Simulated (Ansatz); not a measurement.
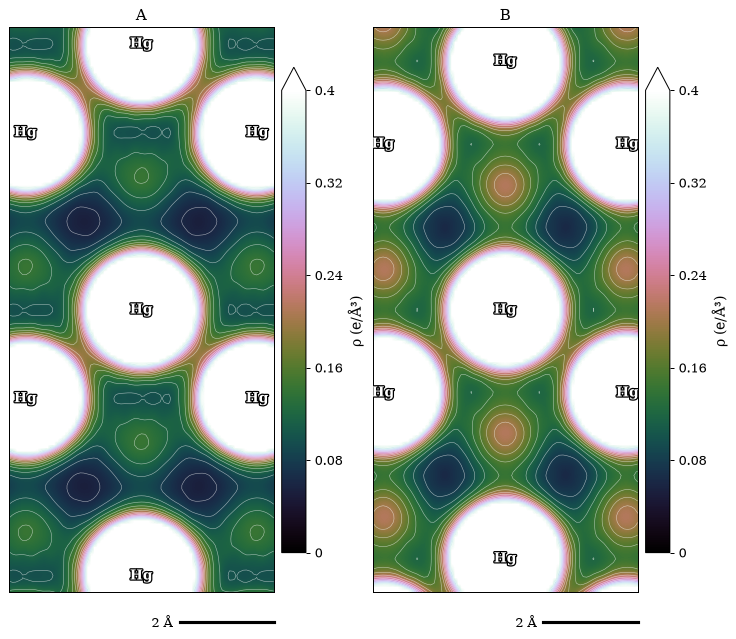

Hg. The valence pseudo-density of two cells that differ in size and shape, on the (110) plane of each (indices in the axes of the calculation cell), at one length scale and on one colour scale; one has 20.9 and the other 22.6 Å³ an atom.

The calculation used DFT PBEsol+D3(BJ), scalar-relativistic, plane waves, PAW in Ansatz 0.2.0.

The density is the valence pseudo-density of a PAW calculation; it isn't the true density close to the nuclei.

The larger cell:

```xyz
2
Lattice="3.2603 0.0000 0.0000 -1.6301 2.8235 0.0000 0.0000 0.0000 4.9207" Properties=species:S:1:pos:R:3 pbc="T T T"
Hg    1.6301    0.9411    3.6905
Hg    0.0000    1.8823    1.2302
```

The smaller cell: a = 3.050 Å, b = 3.050 Å, c = 5.191 Å, α = 90.00°, β = 90.00°, γ = 120.00°.

Which is the denser cell? Describe the effect of the change.

Panel B is the smaller cell, by 8 % in volume. From the larger cell to the smaller, Hg–Hg goes from 3.10 to 3.14 Å, and the density at its midpoint from 0.19 to 0.18 e/Å³; the pressure goes from −1.5 to 2.4 GPa.
